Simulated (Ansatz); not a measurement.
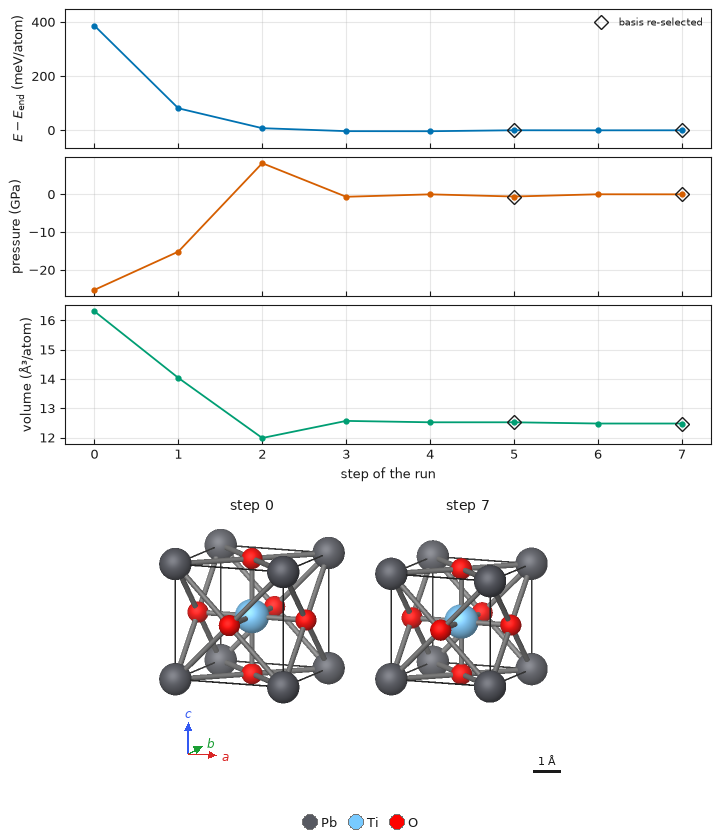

First and last geometry of a relaxation of a crystal of TiPbO3 (built on the cubic perovskite type), with the history of the run. The picture is a ball-and-stick view of the cell of the calculation, seen slightly off an axis.

Level of theory: Ansatz, DFT, PBE, plane waves, PAW.

Input file:
```yaml
crystal:
  lattice:
    - [4.3363462, 0.0, 0.0]
    - [0.0, 4.3363462, 0.0]
    - [0.0, 0.0, 4.3363462]
  atoms:
    - { symbol: Pb, position: [0.0, 0.0, 0.0] }
    - { symbol: Ti, position: [0.5, 0.5, 0.5] }
    - { symbol: O, position: [0.5, 0.5, 0.0] }
    - { symbol: O, position: [0.5, 0.0, 0.5] }
    - { symbol: O, position: [0.0, 0.5, 0.5] }
kpoints:
  mp_grid: { grid: [6, 6, 6] }
hamiltonian:
  xc: pbe
scf:
  occupations: { method: fermi_dirac, width: 0.02 }
relax:
  f_tol: 0.005
  cell: {}
```

Command:
```bash
ansatz run input.yaml --threads 2 --pin off --max-ram 20275MiB --backend cpu --events-out ev --progress --plain --runs-dir out
```

Did the run converge, and what did it change?

It converged. After 5 accepted moves (7 points after the start) the energy has fallen by 386 meV per atom. All forces vanish by symmetry, so only the cell relaxes. The pressure goes from −25.27 to −0.01 GPa. The SCF was repeated twice at an unchanged geometry on a basis and grid sized afresh for the cell, which shifted the energy by 3.5 meV per atom at most. The atoms keep their places relative to the cell (all moves are under 0.005 Å). The volume changes by −23.5 %, with a = b = c 4.336 → 3.967 Å (−8.5 %). Some distances before and after: Pb1–O3 3.066 → 2.805 Å, Ti2–O3 2.168 → 1.983 Å. The space group stays Pm-3m (No. 221). The run took 7.5 s on 2 threads of AMD EPYC 7R13 Processor (Zen 3), with other jobs on the host, peak memory 0.6 GiB.
